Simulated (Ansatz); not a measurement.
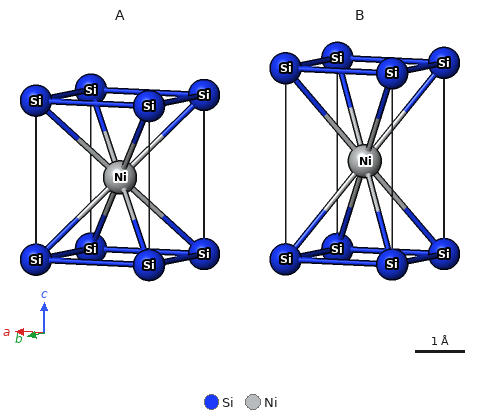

Two geometries of solid SiNi (a generated structure, set up in P4/mmm) (coarse preliminary run), drawn at one scale. One is the start of a relaxation, the other its converged end. A ball-and-stick model of the cell of the calculation, seen from a free direction.

Level of theory: DFT PBE, scalar-relativistic, plane waves, PAW in Ansatz. (plane-wave cutoff 420 eV; k-point mesh 8 × 8 × 4; occupations gaussian; smearing width 0.1 eV; collinear spin; cell and atoms relaxed; force threshold 0.04 eV/Å; at most 70 steps)

**Which geometry has the lower energy?**

Structure A is the relaxed one. After 4 accepted moves (5 points after the start) the energy has fallen by 225 meV per atom. All forces vanish by symmetry, so only the cell relaxes. Pressure: −5.63 GPa at the start and −0.25 GPa at the end. The SCF was repeated once at an unchanged geometry on a basis and grid sized afresh for the cell, which shifted the energy by 0.2 meV per atom at most. No atom moves by more than 0.005 Å relative to the cell. Cell: a = b 2.467 → 2.616 Å (+6.1 %), c 3.996 → 3.325 Å (−16.8 %). Volume −6.4 %. Among the contacts that change: Ni–Si 2.652 → 2.487 Å, Si–Si 2.467 → 2.616 Å, Ni–Ni 2.467 → 2.616 Å. The space group stays P4/mmm (No. 123). The program noted that the starting moments weren't kept.

Limits of the set-up: the k-point mesh is coarse for a cell with partly filled bands.
